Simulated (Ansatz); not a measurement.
## Run report: C4HSi4, geometry relaxation (part 2 of 4)

The same run, continued: C4HSi4 (slab, 9 atoms in the cell); DFT PBEsol, scalar-relativistic, plane waves, PAW, spin-polarised (Ansatz 0.2.0); cutoff 420 eV, 9×9×1 k-mesh, Gaussian smearing of 0.05 eV, collinear spins. The structure derives from an entry of the Crystallography Open Database. The input holds or restrains some coordinates. Forces given for the steps count only the free coordinates. It belongs to a series of runs on one base structure; here: H put at a top Si site.

Geometry of the input (Å; fractional positions):
```
3.0806  0.0000  0.0000
0.0000  3.0806  0.0000
0.0000  0.0000  26.6241
C  0.0000  0.5000  0.3193
Si 0.5000  0.5000  0.3602
C  0.5000  0.0000  0.4011
Si 0.0000  0.0000  0.4420
C  0.0000  0.5000  0.4831
Si 0.5000  0.5000  0.5238
C  0.5000  0.0000  0.5646
Si 0.0000  0.0000  0.6062
H  0.0000  0.0000  0.6595
```

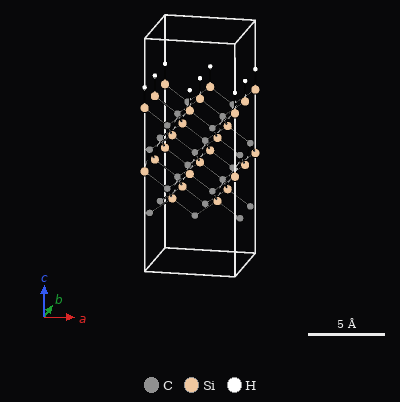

**Figure 1.** The structure as given in the input (ball-and-stick view of the 2 × 2 repeat of the cell, with the vacuum cut short, seen slightly off an axis). An atom can appear more than once, as a periodic image.

**Output, continued**
```
SCF iter   1: F=—  HF=-3490.746122 eV  |F-HF|=—  |Δ(HF+E_count)|=         —  Δρ=4.40e-2 (↑4.24e-2 ↓4.40e-2)  dr2=5.34e1  dr2_m=2.61e-1  M=0.013 μB ∫|m|=0.283 μB  β_m=0.30  ethr=3.10e-3  p=0.000 e·Å  D=1.53e-7 V/Å  ΔV_dip=-0.00 eV  dr2_dipole=1.69e1  V_vac-E_F(+/−)=8.22/8.22 eV  ⟨swp⟩=9.3  Hψ=9013  notcnv=0  defer=37
efield: sawtooth ramp at fractional position 0.9694 (placed from the atoms, in the widest stretch of the axis that holds none; the zero of the levels goes with the place), width 0.0400; the density the first Hamiltonian is built on has a dipole p = 0.000 e·Å; the dipole correction subtracts the counter field D = 1.53e-7 V/Å, which shifts the + side's vacuum level by -0.00 eV against the − side's; the planar-averaged density in the ramp window peaks in size at 9.8e-7 e/Å³
preconditioner: auto → none  [insulator: Δε(μ)=0.124 eV  Ē_g=11.888 eV  σ=0.050 eV  W_gap=0.75  n_scr=16 (ndim 8)  ℏωp=13.4 eV  f_vac=0.548  D(μ)=0.46/eV (n_scr^D=4)  ε∞_Penn≈2.3]
SCF iter   2: F=—  HF=-3733.180727 eV  |F-HF|=—  |Δ(HF+E_count)|=    2.42e2  Δρ=1.20e-1 (↑1.17e-1 ↓1.20e-1)  dr2=8.90e3  dr2_m=1.51e-1  M=0.511 μB ∫|m|=0.547 μB  β_m=0.30  ethr=3.10e-3  p=2.060 e·Å  D=1.48e0 V/Å  ΔV_dip=-39.29 eV  dr2_dipole=7.47e3  V_vac-E_F(+/−)=-7.52/31.77 eV  ⟨swp⟩=26.0  Hψ=25802  notcnv=0  defer=195  κ⁻¹=1.0e0(r=1)
preconditioner: auto → LDOS  [metal: Δε(μ)=0.010 eV  Ē_g=9.921 eV  σ=0.050 eV  W_gap=0.12  n_scr=16 (ndim 8)  ℏωp=13.0 eV  f_vac=0.554  D(μ)=4.09/eV (n_scr^D=14)]
spin=Collinear: LDOS preconditioning applied to the charge; magnetization (m = ρ↑ − ρ↓) channel mixes plain (no charge-response kernel on spin).
SCF iter   3: F=—  HF=-3489.667770 eV  |F-HF|=—  |Δ(HF+E_count)|=    2.44e2  Δρ=3.63e-2 (↑3.48e-2 ↓3.63e-2)  dr2=1.16e2  dr2_m=4.83e-2  M=0.099 μB ∫|m|=0.136 μB  β_m=0.30  ethr=3.10e-3  p=0.243 e·Å  D=1.74e-1 V/Å  ΔV_dip=-4.63 eV  dr2_dipole=3.98e1  V_vac-E_F(+/−)=4.50/9.12 eV  ⟨swp⟩=12.8  Hψ=12197  notcnv=0  defer=218  κ⁻¹=2.0e-3(r=2)
SCF iter   4: F=—  HF=-3486.689739 eV  |F-HF|=—  |Δ(HF+E_count)|=    2.98e0  Δρ=2.31e-2 (↑2.18e-2 ↓2.31e-2)  dr2=7.59e0  dr2_m=2.69e-2  M=0.003 μB ∫|m|=0.078 μB  β_m=0.30  ethr=3.10e-3  p=-0.060 e·Å  D=-4.26e-2 V/Å  ΔV_dip=1.13 eV  dr2_dipole=1.64e-1  V_vac-E_F(+/−)=9.66/8.54 eV  ⟨swp⟩=7.5  Hψ=4061  notcnv=0  defer=192  κ⁻¹=3.8e-5(r=3)
SCF iter   5: F=—  HF=-3485.027451 eV  |F-HF|=—  |Δ(HF+E_count)|=    1.66e0  Δρ=7.20e-3 (↑5.76e-3 ↓7.20e-3)  dr2=1.15e0  dr2_m=1.58e-2  M=0.002 μB ∫|m|=0.061 μB  β_m=0.30  ethr=3.10e-3  p=-0.184 e·Å  D=-1.32e-1 V/Å  ΔV_dip=3.50 eV  dr2_dipole=2.26e-1  V_vac-E_F(+/−)=11.67/8.21 eV  ⟨swp⟩=5.3  Hψ=3580  notcnv=0  defer=182  κ⁻¹=5.9e-6(r=4)
SCF iter   6: F=—  HF=-3484.912581 eV  |F-HF|=—  |Δ(HF+E_count)|=   1.15e-1  Δρ=4.70e-3 (↑3.63e-3 ↓4.70e-3)  dr2=5.49e-1  dr2_m=9.08e-3  M=0.003 μB ∫|m|=0.049 μB  β_m=0.30  ethr=3.10e-3  p=-0.177 e·Å  D=-1.27e-1 V/Å  ΔV_dip=3.37 eV  dr2_dipole=1.88e-1  V_vac-E_F(+/−)=11.42/8.09 eV  ⟨swp⟩=3.6  Hψ=1710  notcnv=0  defer=180  κ⁻¹=1.6e-6(r=5)
SCF iter   7: F=—  HF=-3484.811708 eV  |F-HF|=—  |Δ(HF+E_count)|=   1.01e-1  Δρ=2.65e-3 (↑2.17e-3 ↓2.65e-3)  dr2=2.47e-1  dr2_m=5.34e-3  M=0.003 μB ∫|m|=0.039 μB  β_m=0.31  ethr=1.66e-3  p=-0.112 e·Å  D=-8.01e-2 V/Å  ΔV_dip=2.13 eV  dr2_dipole=1.41e-1  V_vac-E_F(+/−)=10.04/7.95 eV  ⟨swp⟩=5.0  Hψ=2161  notcnv=0  defer=183
Mixer restart at iter 7: flushing history
spin-set hold released at iteration 7 (site moments contracting): the magnetisation degrees of freedom join the quasi-Newton model from the next iteration; the mixer history was flushed
SCF iter   8: F=—  HF=-3484.743438 eV  |F-HF|=—  |Δ(HF+E_count)|=   6.83e-2  Δρ=3.46e-3 (↑2.56e-3 ↓3.46e-3)  dr2=1.68e0  dr2_m=3.08e-3  M=0.013 μB ∫|m|=0.031 μB  β_m=0.24  ethr=7.50e-4  p=0.043 e·Å  D=3.09e-2 V/Å  ΔV_dip=-0.82 eV  dr2_dipole=4.67e-1  V_vac-E_F(+/−)=7.08/7.93 eV  ⟨swp⟩=7.6  Hψ=3203  notcnv=0  defer=195  recentre
density mixer auto → msr1: a metal under ldos (density of states about μ 0.87 of a free-electron gas's, 16 screened modes)
SCF iter   9: F=—  HF=-3484.715620 eV  |F-HF|=—  |Δ(HF+E_count)|=   2.78e-2  Δρ=2.17e-3 (↑1.65e-3 ↓2.17e-3)  dr2=9.86e-2  dr2_m=3.16e-3  M=0.004 μB ∫|m|=0.030 μB  β_m=0.54  ethr=7.50e-4  p=0.005 e·Å  D=3.64e-3 V/Å  ΔV_dip=-0.10 eV  dr2_dipole=4.93e-2  V_vac-E_F(+/−)=7.74/7.86 eV  ⟨swp⟩=5.9  Hψ=2509  notcnv=0  defer=190
SCF iter  10: F=—  HF=-3484.667466 eV  |F-HF|=—  |Δ(HF+E_count)|=   4.82e-2  Δρ=1.36e-3 (↑1.36e-3 ↓1.24e-3)  dr2=3.11e-1  dr2_m=2.74e-4  M=0.009 μB ∫|m|=0.017 μB  β_m=0.39  ethr=2.99e-4  p=0.182 e·Å  D=1.30e-1 V/Å  ΔV_dip=-3.47 eV  dr2_dipole=7.09e-2  V_vac-E_F(+/−)=4.21/7.69 eV  ⟨swp⟩=8.1  Hψ=3745  notcnv=0  defer=176  recentre
SCF iter  11: F=—  HF=-3484.655095 eV  |F-HF|=—  |Δ(HF+E_count)|=   1.24e-2  Δρ=9.30e-4 (↑8.16e-4 ↓9.30e-4)  dr2=1.79e-1  dr2_m=2.45e-4  M=0.010 μB ∫|m|=0.017 μB  β_m=0.67  ethr=2.99e-4  p=0.198 e·Å  D=1.42e-1 V/Å  ΔV_dip=-3.78 eV  dr2_dipole=6.67e-2  V_vac-E_F(+/−)=3.88/7.67 eV  ⟨swp⟩=5.8  Hψ=2343  notcnv=0  defer=169
SCF iter  12: F=—  HF=-3484.652360 eV  |F-HF|=—  |Δ(HF+E_count)|=   2.73e-3  Δρ=3.74e-4 (↑3.74e-4 ↓3.15e-4)  dr2=1.59e-3  dr2_m=3.49e-5  M=0.011 μB ∫|m|=0.016 μB  β_m=0.77  ethr=2.99e-4  p=0.215 e·Å  D=1.54e-1 V/Å  ΔV_dip=-4.11 eV  dr2_dipole=6.21e-5  V_vac-E_F(+/−)=3.45/7.56 eV  ⟨swp⟩=2.3  Hψ=1513  notcnv=0  defer=158
SCF iter  13: F=—  HF=-3484.652580 eV  |F-HF|=—  |Δ(HF+E_count)|=   2.20e-4  Δρ=2.82e-4 (↑2.82e-4 ↓1.68e-4)  dr2=1.98e-3  dr2_m=1.96e-5  M=0.018 μB ∫|m|=0.021 μB  β_m=0.77  ethr=4.80e-6  p=0.217 e·Å  D=1.56e-1 V/Å  ΔV_dip=-4.14 eV  dr2_dipole=5.91e-4  V_vac-E_F(+/−)=3.36/7.50 eV  ⟨swp⟩=3.4  Hψ=2362  notcnv=0  defer=160
SCF iter  14: F=—  HF=-3484.652644 eV  |F-HF|=—  |Δ(HF+E_count)|=   6.47e-5  Δρ=2.25e-4 (↑2.25e-4 ↓8.21e-5)  dr2=3.76e-4  dr2_m=4.66e-5  M=0.030 μB ∫|m|=0.033 μB  β_m=0.88  ethr=4.80e-6  p=0.217 e·Å  D=1.55e-1 V/Å  ΔV_dip=-4.13 eV  dr2_dipole=1.23e-4  V_vac-E_F(+/−)=3.32/7.46 eV  ⟨swp⟩=2.2  Hψ=1376  notcnv=0  defer=164
SCF iter  15: F=—  HF=-3484.652905 eV  |F-HF|=—  |Δ(HF+E_count)|=   2.60e-4  Δρ=3.05e-4 (↑3.05e-4 ↓2.56e-4)  dr2=2.67e-4  dr2_m=1.78e-4  M=0.057 μB ∫|m|=0.063 μB  β_m=0.84  ethr=1.14e-6  p=0.216 e·Å  D=1.54e-1 V/Å  ΔV_dip=-4.11 eV  dr2_dipole=1.17e-4  V_vac-E_F(+/−)=3.32/7.43 eV  ⟨swp⟩=2.8  Hψ=2135  notcnv=0  defer=162
SCF iter  16: F=-3484.656649 eV  HF=-3484.655228 eV  |F-HF|=1.42e-3  |Δ(HF+E_count)|=   2.32e-3  Δρ=8.47e-4 (↑8.47e-4 ↓8.08e-4)  dr2=2.05e-4  dr2_m=1.56e-3  M=0.158 μB ∫|m|=0.173 μB  β_m=0.90  ethr=8.08e-7  p=0.216 e·Å  D=1.54e-1 V/Å  ΔV_dip=-4.11 eV  dr2_dipole=2.63e-5  V_vac-E_F(+/−)=3.30/7.42 eV  ⟨swp⟩=3.5  Hψ=2383  notcnv=0  defer=156  recentre
SCF iter  17: F=-3484.656712 eV  HF=-3484.655232 eV  |F-HF|=1.48e-3  |Δ(HF+E_count)|=   3.54e-6  Δρ=8.48e-4 (↑8.48e-4 ↓8.08e-4)  dr2=1.31e-4  dr2_m=1.58e-3  M=0.159 μB ∫|m|=0.173 μB  β_m=0.31  ethr=6.20e-7  p=0.216 e·Å  D=1.54e-1 V/Å  ΔV_dip=-4.11 eV  dr2_dipole=3.34e-5  V_vac-E_F(+/−)=3.31/7.42 eV  ⟨swp⟩=2.7  Hψ=2140  notcnv=0  defer=157
SCF iter  18: F=-3484.662006 eV  HF=-3484.659963 eV  |F-HF|=2.04e-3  |Δ(HF+E_count)|=   4.73e-3  Δρ=1.46e-3 (↑1.37e-3 ↓1.46e-3)  dr2=1.98e-3  dr2_m=4.59e-3  M=0.265 μB ∫|m|=0.282 μB  β_m=0.37  ethr=3.97e-7  p=0.215 e·Å  D=1.54e-1 V/Å  ΔV_dip=-4.10 eV  dr2_dipole=8.47e-4  V_vac-E_F(+/−)=3.30/7.41 eV  ⟨swp⟩=3.9  Hψ=2534  notcnv=0  defer=156
SCF iter  19: F=-3484.675166 eV  HF=-3484.677788 eV  |F-HF|=2.62e-3  |Δ(HF+E_count)|=   1.78e-2  Δρ=3.15e-3 (↑2.54e-3 ↓3.15e-3)  dr2=1.68e-2  dr2_m=1.79e-2  M=0.507 μB ∫|m|=0.516 μB  β_m=0.96  ethr=3.97e-7  p=0.214 e·Å  D=1.53e-1 V/Å  ΔV_dip=-4.08 eV  dr2_dipole=6.94e-3  V_vac-E_F(+/−)=3.29/7.37 eV  ⟨swp⟩=4.3  Hψ=3077  notcnv=0  defer=154
SCF iter  20: F=-3484.285902 eV  HF=-3484.715593 eV  |F-HF|=4.30e-1  |Δ(HF+E_count)|=   3.78e-2  Δρ=4.80e-3 (↑2.90e-3 ↓4.80e-3)  dr2=3.36e-1  dr2_m=2.32e-2  M=0.682 μB ∫|m|=0.704 μB  β_m=0.45  ethr=3.97e-7  p=0.217 e·Å  D=1.56e-1 V/Å  ΔV_dip=-4.14 eV  dr2_dipole=1.47e-1  V_vac-E_F(+/−)=3.17/7.32 eV  ⟨swp⟩=5.2  Hψ=3984  notcnv=0  defer=156  recentre
SCF iter  21: F=-3484.453233 eV  HF=-3484.727093 eV  |F-HF|=2.74e-1  |Δ(HF+E_count)|=   1.15e-2  Δρ=4.21e-3 (↑2.40e-3 ↓4.21e-3)  dr2=2.15e-1  dr2_m=2.05e-2  M=0.790 μB ∫|m|=0.798 μB  β_m=0.96  ethr=3.97e-7  p=0.211 e·Å  D=1.51e-1 V/Å  ΔV_dip=-4.01 eV  dr2_dipole=9.75e-2  V_vac-E_F(+/−)=3.22/7.23 eV  ⟨swp⟩=4.4  Hψ=3935  notcnv=0  defer=159  recentre
SCF iter  22: F=-3484.666251 eV  HF=-3484.661183 eV  |F-HF|=5.07e-3  |Δ(HF+E_count)|=   6.59e-2  Δρ=1.67e-3 (↑1.46e-3 ↓1.67e-3)  dr2=9.68e-4  dr2_m=5.46e-3  M=0.286 μB ∫|m|=0.303 μB  β_m=0.07  ethr=3.97e-7  p=0.214 e·Å  D=1.53e-1 V/Å  ΔV_dip=-4.09 eV  dr2_dipole=1.74e-5  V_vac-E_F(+/−)=3.31/7.40 eV  ⟨swp⟩=5.7  Hψ=4336  notcnv=0  defer=158  recentre
SCF iter  23: F=-3484.615713 eV  HF=-3484.688814 eV  |F-HF|=7.31e-2  |Δ(HF+E_count)|=   2.76e-2  Δρ=3.65e-3 (↑2.49e-3 ↓3.65e-3)  dr2=6.90e-2  dr2_m=2.03e-2  M=0.585 μB ∫|m|=0.592 μB  β_m=0.48  ethr=3.97e-7  p=0.214 e·Å  D=1.53e-1 V/Å  ΔV_dip=-4.07 eV  dr2_dipole=3.10e-2  V_vac-E_F(+/−)=3.27/7.34 eV  ⟨swp⟩=4.9  Hψ=3569  notcnv=0  defer=157  recentre
SCF iter  24: F=-3484.688536 eV  HF=-3484.674234 eV  |F-HF|=1.43e-2  |Δ(HF+E_count)|=   1.46e-2  Δρ=2.65e-3 (↑2.45e-3 ↓2.65e-3)  dr2=1.66e-3  dr2_m=1.47e-2  M=0.464 μB ∫|m|=0.475 μB  β_m=0.32  ethr=3.97e-7  p=0.211 e·Å  D=1.51e-1 V/Å  ΔV_dip=-4.03 eV  dr2_dipole=5.88e-5  V_vac-E_F(+/−)=3.31/7.34 eV  ⟨swp⟩=3.8  Hψ=2837  notcnv=0  defer=157
SCF iter  25: F=-3484.670059 eV  HF=-3484.670498 eV  |F-HF|=4.39e-4  |Δ(HF+E_count)|=   3.74e-3  Δρ=2.36e-3 (↑2.36e-3 ↓2.30e-3)  dr2=9.73e-3  dr2_m=1.24e-2  M=0.423 μB ∫|m|=0.433 μB  β_m=0.15  ethr=3.97e-7  p=0.209 e·Å  D=1.50e-1 V/Å  ΔV_dip=-3.98 eV  dr2_dipole=3.84e-3  V_vac-E_F(+/−)=3.35/7.33 eV  ⟨swp⟩=3.3  Hψ=2370  notcnv=0  defer=157  recentre
SCF iter  26: F=-3484.693434 eV  HF=-3484.680005 eV  |F-HF|=1.34e-2  |Δ(HF+E_count)|=   9.51e-3  Δρ=2.78e-3 (↑2.61e-3 ↓2.78e-3)  dr2=3.79e-3  dr2_m=1.64e-2  M=0.517 μB ∫|m|=0.524 μB  β_m=0.24  ethr=3.97e-7  p=0.209 e·Å  D=1.50e-1 V/Å  ΔV_dip=-3.99 eV  dr2_dipole=7.24e-4  V_vac-E_F(+/−)=3.33/7.31 eV  ⟨swp⟩=3.7  Hψ=2598  notcnv=0  defer=157
SCF iter  27: F=-3484.670957 eV  HF=-3484.696156 eV  |F-HF|=2.52e-2  |Δ(HF+E_count)|=   1.62e-2  Δρ=2.98e-3 (↑2.11e-3 ↓2.98e-3)  dr2=2.94e-2  dr2_m=1.47e-2  M=0.606 μB ∫|m|=0.615 μB  β_m=0.24  ethr=3.97e-7  p=0.207 e·Å  D=1.48e-1 V/Å  ΔV_dip=-3.95 eV  dr2_dipole=1.36e-2  V_vac-E_F(+/−)=3.28/7.23 eV  ⟨swp⟩=4.0  Hψ=2863  notcnv=0  defer=158  recentre
SCF iter  28: F=-3484.684935 eV  HF=-3484.685661 eV  |F-HF|=7.26e-4  |Δ(HF+E_count)|=   1.05e-2  Δρ=2.48e-3 (↑2.45e-3 ↓2.48e-3)  dr2=1.14e-2  dr2_m=1.38e-2  M=0.532 μB ∫|m|=0.541 μB  β_m=0.11  ethr=3.97e-7  p=0.205 e·Å  D=1.47e-1 V/Å  ΔV_dip=-3.90 eV  dr2_dipole=4.23e-3  V_vac-E_F(+/−)=3.34/7.24 eV  ⟨swp⟩=3.9  Hψ=3089  notcnv=0  defer=158  recentre
SCF iter  29: F=-3484.690762 eV  HF=-3484.685252 eV  |F-HF|=5.51e-3  |Δ(HF+E_count)|=   4.09e-4  Δρ=2.60e-3 (↑2.46e-3 ↓2.60e-3)  dr2=8.26e-3  dr2_m=1.43e-2  M=0.531 μB ∫|m|=0.540 μB  β_m=0.03  ethr=3.97e-7  p=0.206 e·Å  D=1.47e-1 V/Å  ΔV_dip=-3.92 eV  dr2_dipole=2.31e-3  V_vac-E_F(+/−)=3.32/7.24 eV  ⟨swp⟩=3.0  Hψ=2499  notcnv=0  defer=159  recentre
SCF iter  30: F=-3484.698880 eV  HF=-3484.682469 eV  |F-HF|=1.64e-2  |Δ(HF+E_count)|=   2.78e-3  Δρ=2.93e-3 (↑2.58e-3 ↓2.93e-3)  dr2=2.63e-3  dr2_m=1.70e-2  M=0.535 μB ∫|m|=0.542 μB  β_m=0.02  ethr=3.97e-7  p=0.210 e·Å  D=1.50e-1 V/Å  ΔV_dip=-4.00 eV  dr2_dipole=5.67e-5  V_vac-E_F(+/−)=3.32/7.31 eV  ⟨swp⟩=3.5  Hψ=2952  notcnv=0  defer=159
SCF iter  31: F=-3484.699751 eV  HF=-3484.683887 eV  |F-HF|=1.59e-2  |Δ(HF+E_count)|=   1.42e-3  Δρ=2.78e-3 (↑2.53e-3 ↓2.78e-3)  dr2=1.63e-3  dr2_m=1.60e-2  M=0.540 μB ∫|m|=0.546 μB  β_m=0.08  ethr=3.97e-7  p=0.209 e·Å  D=1.49e-1 V/Å  ΔV_dip=-3.98 eV  dr2_dipole=1.89e-5  V_vac-E_F(+/−)=3.31/7.29 eV  ⟨swp⟩=2.8  Hψ=2490  notcnv=0  defer=159
SCF iter  32: F=-3484.675323 eV  HF=-3484.690467 eV  |F-HF|=1.51e-2  |Δ(HF+E_count)|=   6.58e-3  Δρ=2.32e-3 (↑2.23e-3 ↓2.32e-3)  dr2=2.02e-2  dr2_m=1.15e-2  M=0.540 μB ∫|m|=0.550 μB  β_m=0.15  ethr=3.97e-7  p=0.199 e·Å  D=1.43e-1 V/Å  ΔV_dip=-3.79 eV  dr2_dipole=8.38e-3  V_vac-E_F(+/−)=3.38/7.17 eV  ⟨swp⟩=4.1  Hψ=3355  notcnv=0  defer=159  recentre
SCF iter  33: F=-3484.706836 eV  HF=-3484.694159 eV  |F-HF|=1.27e-2  |Δ(HF+E_count)|=   3.69e-3  Δρ=2.55e-3 (↑2.18e-3 ↓2.55e-3)  dr2=1.41e-3  dr2_m=1.27e-2  M=0.577 μB ∫|m|=0.587 μB  β_m=0.33  ethr=3.97e-7  p=0.205 e·Å  D=1.47e-1 V/Å  ΔV_dip=-3.92 eV  dr2_dipole=1.44e-4  V_vac-E_F(+/−)=3.30/7.22 eV  ⟨swp⟩=3.6  Hψ=3229  notcnv=0  defer=159
SCF iter  34: F=-3484.726011 eV  HF=-3484.720935 eV  |F-HF|=5.08e-3  |Δ(HF+E_count)|=   2.68e-2  Δρ=2.77e-3 (↑2.59e-3 ↓2.77e-3)  dr2=1.14e-2  dr2_m=1.57e-2  M=0.766 μB ∫|m|=0.777 μB  β_m=0.34  ethr=3.97e-7  p=0.196 e·Å  D=1.41e-1 V/Å  ΔV_dip=-3.74 eV  dr2_dipole=2.43e-3  V_vac-E_F(+/−)=3.33/7.07 eV  ⟨swp⟩=4.9  Hψ=3710  notcnv=0  defer=160
SCF iter  35: F=-3484.735876 eV  HF=-3484.744298 eV  |F-HF|=8.42e-3  |Δ(HF+E_count)|=   2.34e-2  Δρ=1.02e-3 (↑8.83e-4 ↓1.02e-3)  dr2=9.41e-3  dr2_m=1.69e-3  M=0.797 μB ∫|m|=0.817 μB  β_m=0.96  ethr=3.97e-7  p=0.183 e·Å  D=1.31e-1 V/Å  ΔV_dip=-3.49 eV  dr2_dipole=1.96e-3  V_vac-E_F(+/−)=3.32/6.81 eV  ⟨swp⟩=5.1  Hψ=4642  notcnv=0  defer=162
SCF iter  36: F=-3484.740700 eV  HF=-3484.744313 eV  |F-HF|=3.61e-3  |Δ(HF+E_count)|=   1.49e-5  Δρ=1.24e-3 (↑1.02e-3 ↓1.24e-3)  dr2=5.65e-3  dr2_m=2.57e-3  M=0.820 μB ∫|m|=0.840 μB  β_m=0.85  ethr=3.97e-7  p=0.187 e·Å  D=1.34e-1 V/Å  ΔV_dip=-3.57 eV  dr2_dipole=1.57e-3  V_vac-E_F(+/−)=3.28/6.85 eV  ⟨swp⟩=4.5  Hψ=3934  notcnv=0  defer=159
SCF iter  37: F=-3484.739915 eV  HF=-3484.747290 eV  |F-HF|=7.38e-3  |Δ(HF+E_count)|=   2.98e-3  Δρ=3.87e-4 (↑2.46e-4 ↓3.87e-4)  dr2=5.41e-3  dr2_m=1.28e-4  M=0.827 μB ∫|m|=0.852 μB  β_m=0.74  ethr=3.97e-7  p=0.182 e·Å  D=1.30e-1 V/Å  ΔV_dip=-3.47 eV  dr2_dipole=2.35e-3  V_vac-E_F(+/−)=3.28/6.75 eV  ⟨swp⟩=4.3  Hψ=3310  notcnv=0  defer=161
SCF iter  38: F=-3484.728388 eV  HF=-3484.741706 eV  |F-HF|=1.33e-2  |Δ(HF+E_count)|=   5.58e-3  Δρ=1.38e-3 (↑1.38e-3 ↓1.02e-3)  dr2=1.22e-2  dr2_m=3.17e-3  M=0.841 μB ∫|m|=0.878 μB  ethr=3.97e-7  p=0.173 e·Å  D=1.24e-1 V/Å  ΔV_dip=-3.29 eV  dr2_dipole=5.05e-3  V_vac-E_F(+/−)=3.28/6.57 eV  ⟨swp⟩=19.9  Hψ=17170  notcnv=0
Mixer restart at iter 38: flushing history
iteration 38: the SCF's residuals had fallen too slowly under its mixing. It goes on by minimising its free energy, and can end on another state than longer mixing would; under `scf.algorithm: density_mixing` no SCF does so, but by `scf.convergence.dm_fallback`
SCF iter  39: F=—  HF=-3484.746991 eV  |F-HF|=—  |Δ(HF+E_count)|=   5.28e-3  Δρ=3.36e-4 (↑2.53e-4 ↓3.36e-4)  dr2=6.18e-4  dr2_m=1.66e-4  M=0.817 μB ∫|m|=0.849 μB  ethr=3.97e-7  p=0.178 e·Å  D=1.27e-1 V/Å  ΔV_dip=-3.39 eV  dr2_dipole=8.89e-5  V_vac-E_F(+/−)=3.29/6.68 eV  ⟨swp⟩=11.4  Hψ=14284  notcnv=0
SCF iter  40: F=—  HF=-3484.747209 eV  |F-HF|=—  |Δ(HF+E_count)|=   2.19e-4  Δρ=6.82e-5 (↑6.82e-5 ↓3.24e-5)  dr2=4.19e-5  dr2_m=1.84e-6  M=0.815 μB ∫|m|=0.843 μB  ethr=3.97e-7  p=0.179 e·Å  D=1.28e-1 V/Å  ΔV_dip=-3.42 eV  dr2_dipole=4.23e-6  V_vac-E_F(+/−)=3.30/6.72 eV  ⟨swp⟩=8.9  Hψ=8032  notcnv=0
```
